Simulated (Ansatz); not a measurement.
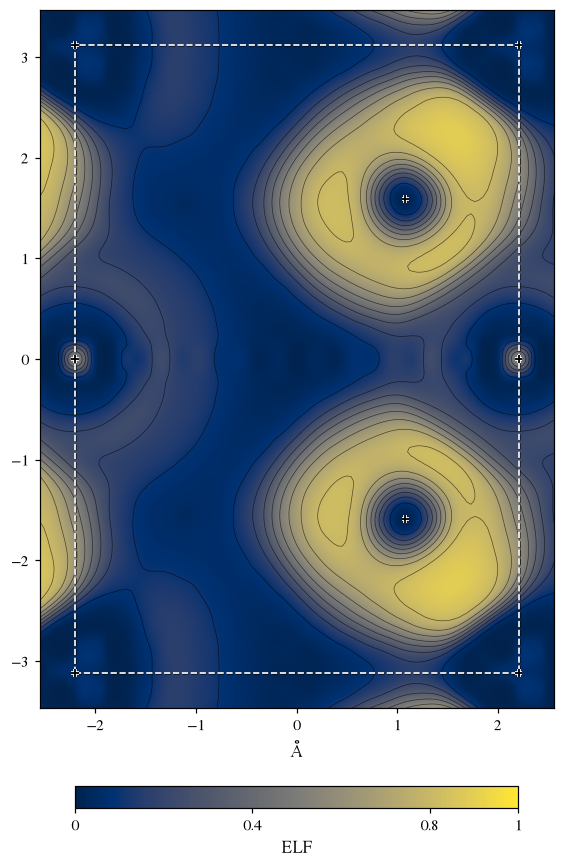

The electron localisation function on a plane through atoms (crosses mark nuclei in the plane).

These are results of DFT PBEsol, scalar-relativistic, plane waves, PAW in Ansatz, not measurements.

Candidates:
A. Al₃GaN₄, a = 4.41 Å, b = 4.41 Å, c = 4.41 Å, α = 90.00°, β = 90.00°, γ = 90.00°. Space group P-43m; a structure from a database of computed crystals, not necessarily the ambient phase.
B. Ta, a = 3.19 Å, b = 3.30 Å, c = 3.42 Å, α = 90.00°, β = 90.00°, γ = 90.00°. Space group Immm; changed on purpose from its base cell (strain +0.0350 x Voigt [1, -1, 0, 0, 0, 0], atoms carried along); computed pressure about −3 GPa in this cell; computed without spin polarisation.
C. MgO, a = 4.27 Å, b = 6.04 Å, c = 6.04 Å, α = 90.00°, β = 90.00°, γ = 90.00°. Space group Amm2; changed on purpose from its base cell (atom 1 (Mg) moved +0.100 A along Cartesian [1 1 0]); not relaxed (largest force 0.8 eV/Å); computed pressure about −6 GPa in this cell.

Q: Which system is this?

A: Candidate A: Al₃GaN₄ on the (110) plane of the conventional cell, which holds Al, Ga and N. Al–N (1.90 Å): the ELF peaks at about 0.90 between the atoms: a polar covalent bond. Ga–N (1.95 Å): the ELF peaks at about 0.80 in the valence shell of N, 0.7 Å from its nucleus, and is about 0.45 at the midpoint.
